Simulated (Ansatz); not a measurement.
System WS2 (space group P-6m2, No. 187); source of the atomic positions: the end point of a relaxation with Ansatz 0.2.0, DFT PBE+D3(BJ), scalar-relativistic, plane waves, PAW.

```
W S
1.0
     3.15432    0.00000    0.00000
    -1.57716    2.73172    0.00000
     0.00000    0.00000   18.81071
W S
3 6
Direct
  0.66667 0.33333 0.50000
  0.33333 0.66667 0.82298
  0.33333 0.66667 0.17702
  0.66667 0.33333 0.90671
  0.66667 0.33333 0.26076
  0.33333 0.66667 0.58371
  0.66667 0.33333 0.73924
  0.66667 0.33333 0.09329
  0.33333 0.66667 0.41629
```

Bonds are taken as S–W below 2.7 Å. Atoms with one bond or none are removed and atoms with two bonds are replaced by edges, until no such atom is left.

What net does this leave?

The result is a binodal (3,6)-connected, two-periodic (layers) net: S is a 3-connected node; W is a 6-connected node, in the ratio 2:1. It is the net of the trigonal-prismatic layers of 2H-MoS2. The layers lie parallel to (001).

| node | links | point symbol | coordination sequence |
| --- | --- | --- | --- |
| S | 3 | 4^3 | 3 13 9 24 15 |
| W | 6 | 4^3.6^12 | 6 6 18 12 30 |

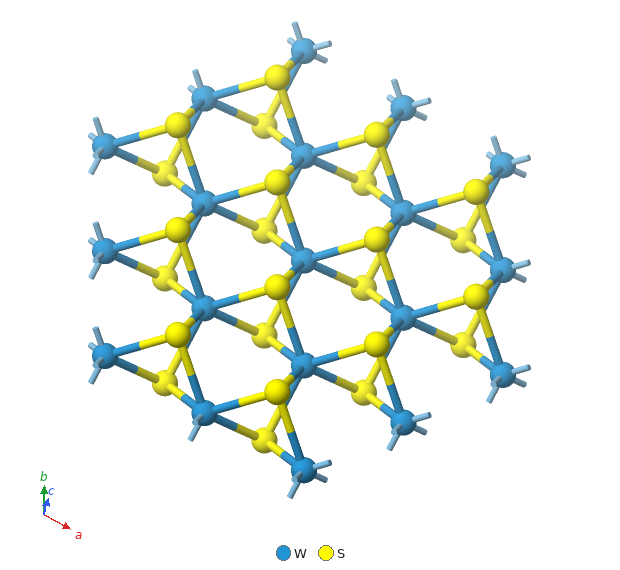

Nodes are coloured by element. One layer is drawn. Edges to nodes outside the piece are drawn as stubs.
